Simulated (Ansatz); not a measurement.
**Ta$_{3}$N$_{2}$: density, localisation and related maps**

Input

```
crystal:
  lattice:
    - [2.9404600573, 0.0, 0.0]
    - [-1.4702300287, 2.5465131085, 0.0]
    - [0.0, 0.0, 8.614738823]
  atoms:
    - { symbol: Ta, position: [0.0, 0.0, 0.3372365857] }
    - { symbol: Ta, position: [0.0, 0.0, 0.6627634143] }
    - { symbol: Ta, position: [0.0, 0.0, 0.0] }
    - { symbol: "N", position: [0.6666666667, 0.3333333333, 0.8350342015] }
    - { symbol: "N", position: [0.6666666667, 0.3333333333, 0.1649657985] }
basis:
  ecutwfc: 420
kpoints:
  mp_grid: { grid: [12, 12, 6] }
hamiltonian:
  xc: pbe
scf:
  occupations: { method: gaussian, width: 0.1 }
output:
  forces: true
  stress: true
  eigenvalues: true
  write_density: true
  write_potential: true
  elf: true
  volumetric_format: npy
relax:
  adjacent_minimum: "off"
  f_tol: 0.01
  max_steps: 80
  cell: { stress_tol: 0.05 }
```

Run with:

```sh
ansatz run input.yaml --threads 1 --pin off --max-ram 2560MiB --backend cpu --events-out ev --progress --plain --runs-dir out
```

Below, planes, directions and counts refer to the conventional cell (a = 2.94 Å, b = 2.94 Å, c = 8.59 Å, α = 90.00°, β = 90.00°, γ = 120.00°).

The fields are those of the relaxed geometry.

Space group P-6m2; a structure generated by program, which may or may not match a known phase; computed without spin polarisation.

Theory: DFT PBE, scalar-relativistic, plane waves, PAW in Ansatz.

The density is the valence pseudo-density of a PAW calculation; it isn't the true density close to the nuclei.

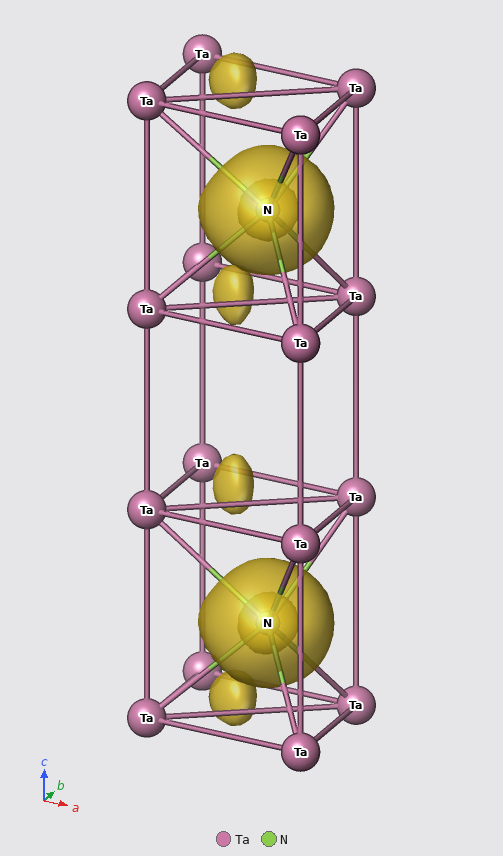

Figure 1. Isosurface of the ELF at 0.65 (yellow), seen slightly off an axis. Core shells and regions of very low density are left out. Sticks mark near contacts.

### What do the ELF domains correspond to?

At this value the surface marks out two regions wrapped around N (the valence shell of each) and three pockets between the atoms, centred on no nucleus (multi-centre or interstitial), counted in one cell of 5 atoms. Regions shared between cells count once. Along the contacts the grid gives the following. Ta–N (2.22 Å): the ELF peaks at about 0.80 in the valence shell of N, 0.7 Å from its nucleus, and is about 0.20 at the midpoint: no localised pair shows between them. Ta–Ta (2.79 Å): the ELF is about 0.45 at the midpoint.

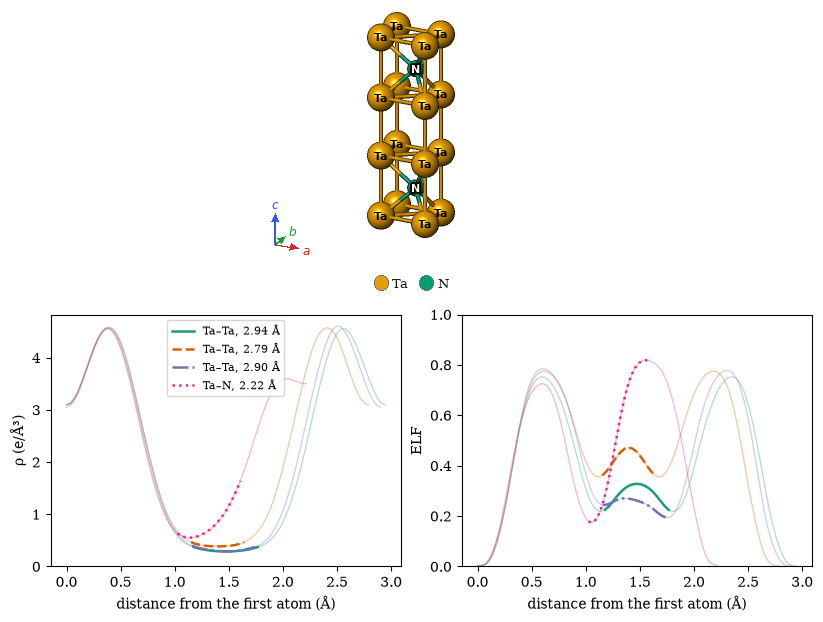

Figure 2. Valence electron density and electron localisation function along straight lines between neighbouring atoms. Thin, pale parts lie inside the atomic spheres. The structure is drawn too.

### Compare the contacts.

Ta–Ta (2.94 Å): ρ is about 0.29 e/Å³ halfway; the ELF is about 0.35 at the midpoint.
Ta–Ta (2.79 Å): the density is about 0.38 e/Å³ at the midpoint; the ELF is about 0.45 at the midpoint.
Ta–Ta (2.90 Å): ρ at the midpoint is about 0.29 e/Å³; the ELF is about 0.25 at the midpoint (no shared electron pair shows on this line).
Ta–N (2.22 Å): ρ is about 0.56 e/Å³ halfway; the ELF peaks at about 0.80 in the valence shell of N, 0.7 Å from its nucleus, and is about 0.20 at the midpoint: no shared electron pair shows on this line.

### Does the calculation make it a metal, or give it a gap?

It is gapless in this calculation (a metal or semimetal); semilocal functionals without U, or without the true magnetic order, often close the gap of such compounds.
